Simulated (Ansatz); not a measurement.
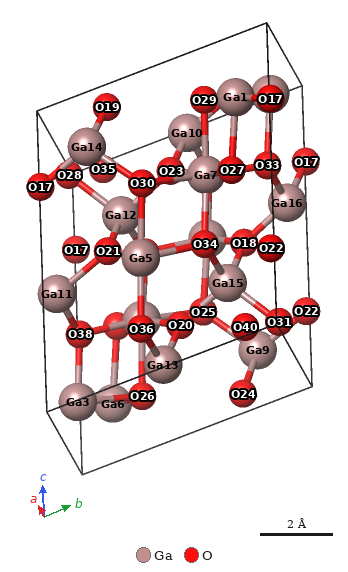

Starting structure of crystalline Ga$_{2}$O$_{3}$ (set up in P1). A ball-and-stick model of the cell of the calculation, seen from a free direction.

Theory: Ansatz 0.2.0, DFT PBEsol, scalar-relativistic, plane waves, PAW.

Input file:
```yaml
crystal:
  lattice:
    - [4.7582719443, -1.5236598588, 5.647788817]
    - [6.1387134722, 4.5709795765, 0.0036360899]
    - [-1.3804415279, 6.0946394354, 5.6441527271]
  atoms:
    - { symbol: Ga, position: [0.8407513157, 0.8324153961, 0.835082069] }
    - { symbol: Ga, position: [0.101981547, 0.5865918273, 0.591725982] }
    - { symbol: Ga, position: [0.5953109006, 0.0768481232, 0.0952097449] }
    - { symbol: Ga, position: [0.3558601017, 0.3288759615, 0.3441136826] }
    - { symbol: Ga, position: [0.9029019387, 0.4119671378, 0.4116156538] }
    - { symbol: Ga, position: [0.1492731043, 0.1629823801, 0.1580628096] }
    - { symbol: Ga, position: [0.6429555839, 0.6665763077, 0.667704217] }
    - { symbol: Ga, position: [0.4058401092, 0.9199048924, 0.910867222] }
    - { symbol: Ga, position: [0.0341104077, 0.7764682649, 0.1797663448] }
    - { symbol: Ga, position: [0.2895946691, 0.5409008584, 0.9172696428] }
    - { symbol: Ga, position: [0.7847755614, 0.0292607598, 0.4287516383] }
    - { symbol: Ga, position: [0.5321415339, 0.281099401, 0.6688682205] }
    - { symbol: Ga, position: [0.7119499682, 0.4660090489, 0.0809133708] }
    - { symbol: Ga, position: [0.9680245018, 0.2052090662, 0.8276529793] }
    - { symbol: Ga, position: [0.4608151569, 0.7181842973, 0.3307280612] }
    - { symbol: Ga, position: [0.22511872, 0.9513436082, 0.5782822189] }
    - { symbol: O, position: [0.9952658012, 0.0040735029, 0.7478616203] }
    - { symbol: O, position: [0.25710069, 0.7653426218, 0.4933831345] }
    - { symbol: O, position: [0.748761811, 0.26482279, 0.9880857072] }
    - { symbol: O, position: [0.4982421115, 0.5138048095, 0.242519944] }
    - { symbol: O, position: [0.7452468584, 0.2480285324, 0.5147416898] }
    - { symbol: O, position: [0.000738848, 0.9861072733, 0.2546691033] }
    - { symbol: O, position: [0.4949438698, 0.4937189858, 0.7620430716] }
    - { symbol: O, position: [0.2578746573, 0.7388668488, -0.0006347131] }
    - { symbol: O, position: [0.0894742404, 0.556056496, 0.3604983406] }
    - { symbol: O, position: [0.3408784572, 0.3179510546, 0.0969847004] }
    - { symbol: O, position: [0.8442567371, 0.8057853861, 0.6004956739] }
    - { symbol: O, position: [0.5898549415, 0.0693711354, 0.852893481] }
    - { symbol: O, position: [0.6608516322, 0.6716502374, 0.9114049081] }
    - { symbol: O, position: [0.9152246834, 0.429092722, 0.6516426429] }
    - { symbol: O, position: [0.4246391245, 0.9277299058, 0.1477751687] }
    - { symbol: O, position: [0.1533786655, 0.1927532791, 0.4058316423] }
    - { symbol: O, position: [0.4296391313, 0.9006740507, 0.6746424529] }
    - { symbol: O, position: [0.6828631395, 0.656064507, 0.4319632377] }
    - { symbol: O, position: [0.1807368091, 0.1591706883, 0.931153544] }
    - { symbol: O, position: [0.9256514525, 0.4066615556, 0.1728848046] }
    - { symbol: O, position: [0.3089127496, 0.347520371, 0.5728642134] }
    - { symbol: O, position: [0.5783166985, 0.0915979987, 0.3187567174] }
    - { symbol: O, position: [0.0684224605, 0.5976766469, 0.8219195719] }
    - { symbol: O, position: [0.8166661451, 0.8376659323, 0.0753505569] }
basis:
  ecutwfc: 420
  xc_grid: 2
kpoints:
  mp_grid: { grid: [2, 2, 2], shift: [0.5, 0.5, 0.5] }
hamiltonian:
  xc: pbesol
scf:
  occupations: { method: gaussian, width: 0.02 }
output:
  forces: true
  stress: false
  eigenvalues: true
relax:
  adjacent_minimum: "off"
  f_tol: 0.03
  max_steps: 25
```

Run as
```bash
ansatz run input.yaml --threads 8 --pin off --max-ram 16384MiB --backend cpu --events-out ev --progress --plain --runs-dir out
```

Q: Where does the relaxation end?

A: After 2 accepted moves (3 points after the start) the energy has fallen by 47.2 meV per atom. Largest force component: 4.2 eV/Å at the start, 0.024 eV/Å at the end. 1 step only repeated the SCF at the same geometry. Ga16 moves most: 0.10 Å roughly along [−2 3 1]. By element the largest moves are Ga 0.10 Å, O 0.10 Å. The cell stays as it was. Near-neighbour distances that change, for instance: Ga16–O18 1.690 → 1.843 Å, Ga9–O24 1.958 → 1.842 Å, Ga13–O29 1.766 → 1.873 Å, Ga3–O19 2.049 → 1.944 Å. Bond angles that change, for instance: Ga4–O37–Ga12 115.4° → 121.7°, Ga5–O21–Ga12 130.3° → 124.1°, O17–Ga16–O32 99.9° → 106.0°. The space group (tolerance 0.01 Å) goes from P1 (No. 1) to C2/m (No. 12). Cost: 41 s on 8 threads of Arm Neoverse V1, with other jobs on the host, peak memory 2 GiB.

History of the run:

```json
{"step": "0", "E − E(0), meV/atom": "0.00", "largest force component, eV/Å": "4.2041", "note": ""}
{"step": "1", "E − E(0), meV/atom": "-35.48", "largest force component, eV/Å": "2.1448", "note": ""}
{"step": "2", "E − E(0), meV/atom": "-47.20", "largest force component, eV/Å": "0.0238", "note": ""}
{"step": "3", "E − E(0), meV/atom": "-47.20", "largest force component, eV/Å": "0.0241", "note": "same geometry, SCF repeated"}
```

The end point in the same view:

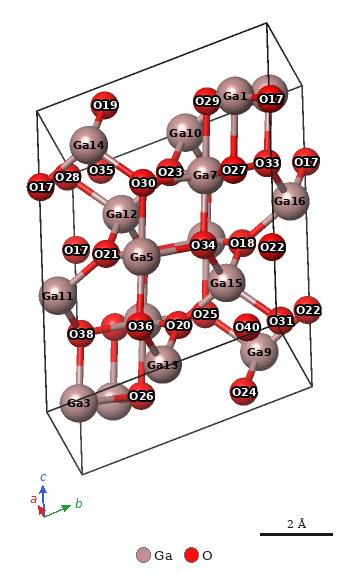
